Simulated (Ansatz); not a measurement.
System: Ta₂N, space group P-3m1 (No. 164).

Starting cell:
```
CELL_PARAMETERS angstrom
3.11286 0.00000 0.00000
-1.55643 2.69582 0.00000
0.00000 0.00000 4.86984
ATOMIC_POSITIONS crystal
Ta 0.33333 0.66667 0.25471
Ta 0.66667 0.33333 0.74529
N 0.00000 0.00000 0.00000
```

Computed with Ansatz 0.2.0: all-electron LAPW DFT, no spin polarisation; energies at scaled volumes of the given cell, shape and fractions fixed, counted from the fit's minimum, third-order Birch-Murnaghan fit. Level: PBEsol.

| setting | value |
| --- | --- |
| k mesh | 10×10×6 |
| occupations | Fermi–Dirac |
| smearing width | 0.05 eV |
| potentials | all electron LAPW, scalar relativistic |
| program settings | basis error eV/atom 0.001 |

What does the calculation give for the energy and pressure against volume? The volume takes the values 12.80, 13.08, 13.35, 13.62, 13.89, 14.17, 14.44 Å³/atom.

A third-order Birch–Murnaghan fit gives V0 = 13.19 Å³/atom, B0 = 300 GPa and B′ = 4.3. The energy is 10.89 meV/atom at volume 12.80 Å³/atom and 94.75 meV/atom at 14.44 Å³/atom; the lowest computed point is at volume 13.08 Å³/atom (0.86 meV/atom). The pressure falls from 9.37 GPa at volume 12.80 Å³/atom to −22.36 GPa at 14.44 Å³/atom, and changes sign near 13.19 Å³/atom.

| volume (Å³/atom) | energy (meV/atom) | pressure (GPa) |
| --- | --- | --- |
| 12.80 | 10.89 | 9.37 |
| 13.08 | 0.86 | 2.55 |
| 13.35 | 1.84 | −3.58 |
| 13.62 | 12.70 | −9.07 |
| 13.89 | 32.39 | −14.00 |
| 14.17 | 60.02 | −18.41 |
| 14.44 | 94.75 | −22.36 |

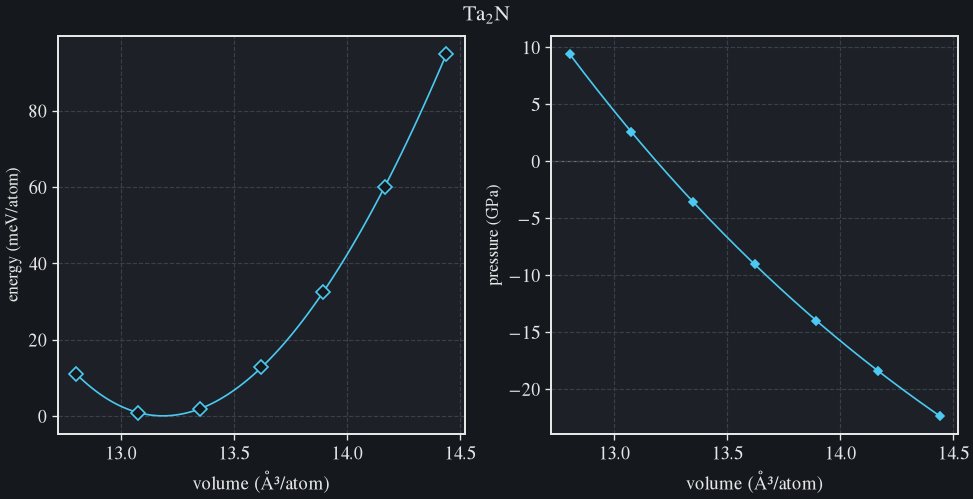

Limits of the calculation: shape and atomic fractions are frozen while scaling, which makes layered, chain and framework solids too stiff.
